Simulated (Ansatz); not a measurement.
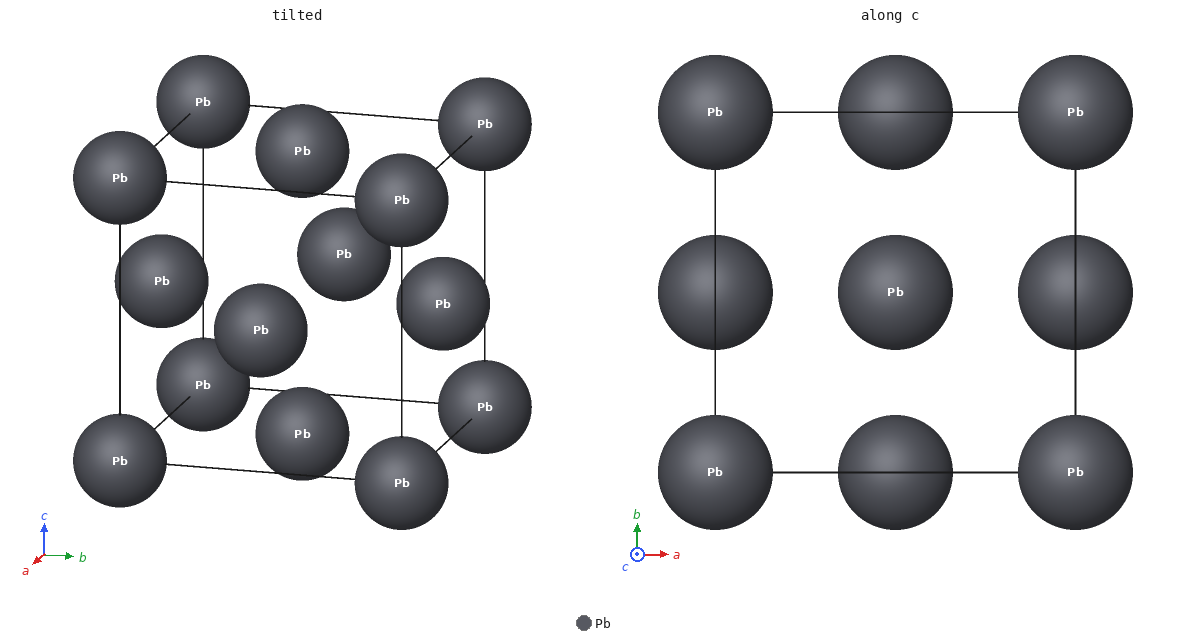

An orthographic spheres-only view of the structure, slightly off an axis and along the c axis. One conventional unit cell is framed, with atoms on its boundary repeated.

**Determine the atoms per cell.**

4 (lead), counting shared atoms by their share.

**Lattice type?**

Face-centred cubic.

**Identify the space group.**

Fm-3m (No. 225), with Pb on 4a.

**Which textbook structure type do you recognise?**

Face-centred cubic (Cu type).

The structure comes from the standard structure of this element. Earlier steps of the study may have refined or changed the cell and positions. An electronic-structure calculation with Ansatz was run on it.
